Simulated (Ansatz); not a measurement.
## Electronic structure of SrCl$_{2}$ in real space

Input

```
crystal:
  lattice:
    - [2.62963389, 0.0, 0.0]
    - [-1.31481695, 2.27732976, 0.0]
    - [0.0, 0.0, 14.31590659]
  atoms:
    - { symbol: Sr, position: [0.0, 0.0, 0.0] }
    - { symbol: Cl, position: [0.33333333, 0.66666667, 0.08949298] }
    - { symbol: Cl, position: [0.33333333, 0.66666667, 0.91050702] }
kpoints:
  mp_grid: { grid: [9, 9, 2] }
hamiltonian:
  xc: pbesol
scf:
  occupations: { method: fermi_dirac, width: 0.03 }
relax:
  f_tol: 0.01
  cell: {}
  max_steps: 120
output:
  write_density: true
  write_potential: true
  elf: true
  volumetric_format: npy
```

Launched as:

```sh
ansatz run input.yaml --threads 2 --pin off --max-ram 2211MiB --backend cpu --events-out ev --progress --plain --runs-dir out
```

Below, planes, directions and counts refer to the conventional cell (a = 4.14 Å, b = 4.14 Å, c = 7.58 Å, α = 90.00°, β = 90.00°, γ = 120.00°).

The fields are those of the run's last geometry, not of the input's.

Space group P-6m2; a structure from a database of computed crystals, not necessarily the ambient phase; started from the MoS2-187 prototype, which need not be the ambient phase.

Method: DFT, PBEsol, plane waves, PAW (Ansatz).

In a PAW calculation such maps are meaningful between the atoms, not at the nuclei.

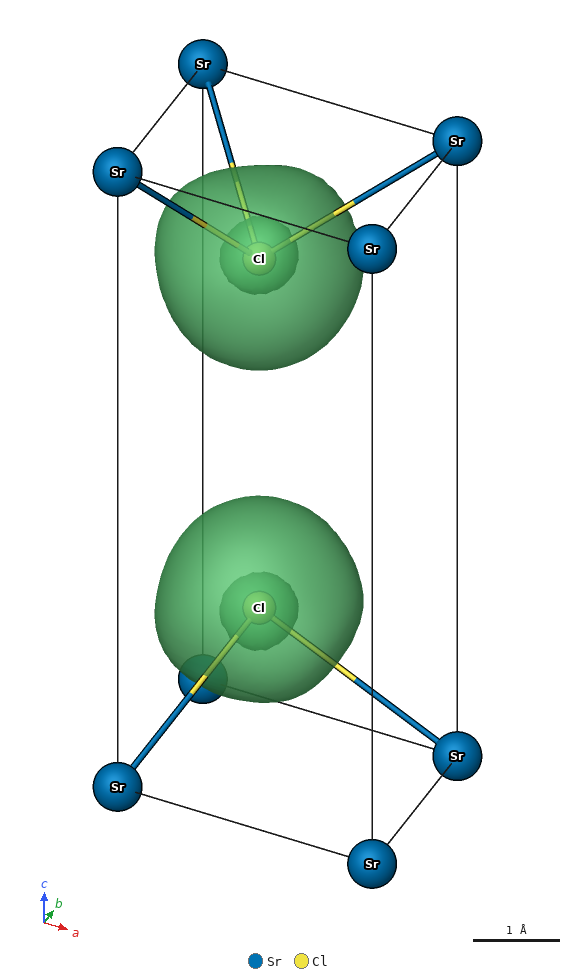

Figure 1. Isosurface of the electron localisation function at 0.75 (green), seen slightly off an axis. Only the valence region is drawn (cores and ρ < 0.01 e/Å³ removed). Sticks mark near contacts.

### Identify the bonds, lone pairs and shells in this picture.

The ELF exceeds this value in two regions wrapped around Cl (the valence shell of each), counted in one cell of 3 atoms. Regions shared between cells count once.


Sr–Cl (2.90 Å): the ELF peaks at about 0.85 in the valence shell of Cl, 0.8 Å from its nucleus, and drops to about 0.10 between the two atoms: a largely ionic contact.

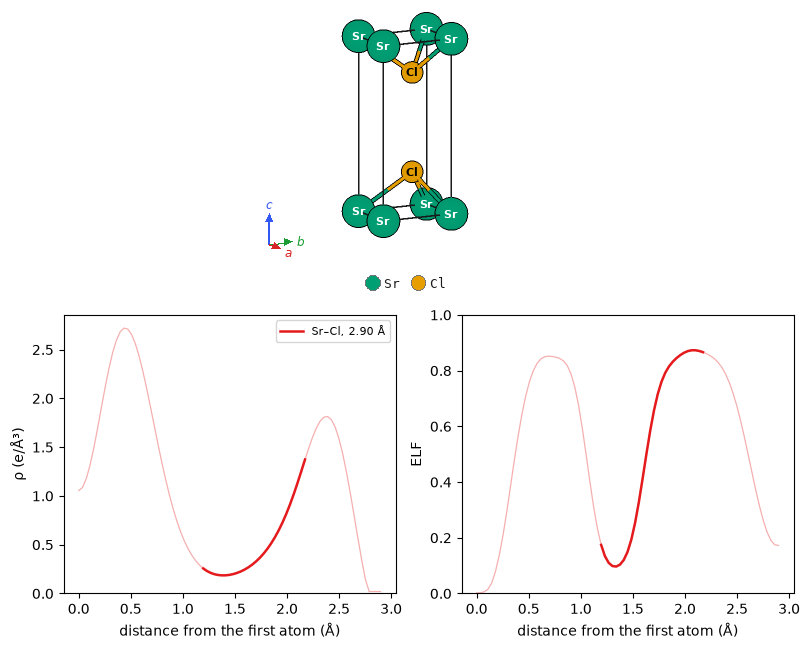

Figure 2. Valence pseudo-density and ELF along straight lines between neighbouring atoms. Thin, pale parts lie inside the atomic spheres. The structure is drawn too.

### What can be read from the curves?

Sr–Cl (2.90 Å): the density is about 0.19 e/Å³ at the midpoint; the ELF peaks at about 0.85 in the valence shell of Cl, 0.8 Å from its nucleus, and drops to about 0.10 between the two atoms: an ionic contact with no shared pair.

### Does the calculation make it a metal, or give it a gap?

It is gapped, with a Kohn–Sham gap of 4.7 eV on the k-point mesh, an upper bound to the gap of this method.
